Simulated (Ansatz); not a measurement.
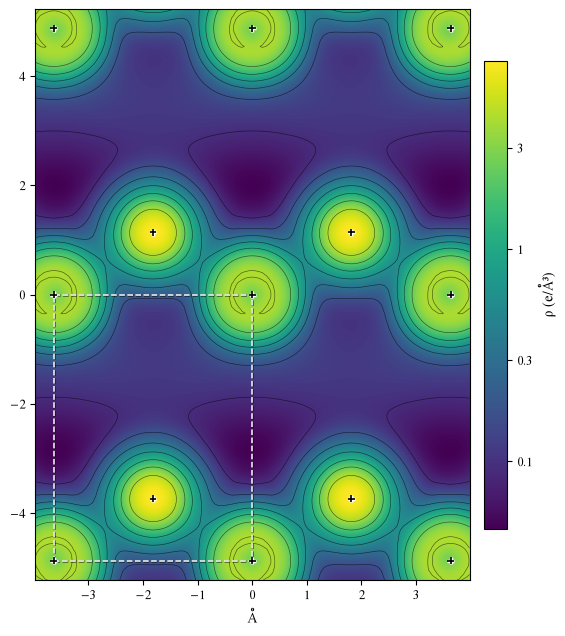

The valence charge density (pseudo) on a plane through atoms (crosses mark nuclei in the plane).

All numbers below come from Ansatz 0.2.0, DFT PBE, scalar-relativistic, plane waves, PAW.

Candidates:
A. ZrO, a = 3.63 Å, b = 3.63 Å, c = 4.87 Å, α = 90.00°, β = 90.00°, γ = 90.00°. Space group P4/nmm; a structure from a database of computed crystals, not necessarily the ambient phase.
B. Sb, a = 3.79 Å, b = 3.79 Å, c = 3.79 Å, α = 90.00°, β = 90.00°, γ = 90.00°. Space group Im-3m; a structure from a database of computed crystals, not necessarily the ambient phase; computed without spin polarisation.
C. Ru, a = 2.68 Å, b = 2.68 Å, c = 4.24 Å, α = 90.00°, β = 90.00°, γ = 120.00°. Space group P6₃/mmc; a structure from a database of computed crystals, not necessarily the ambient phase; computed pressure about 15 GPa in this cell; computed without spin polarisation.

Which candidate gave the map?

Candidate A: ZrO on the (100) plane of the conventional cell, which holds Zr and O. Zr–O (2.14 Å): ρ at the midpoint is about 0.61 e/Å³.
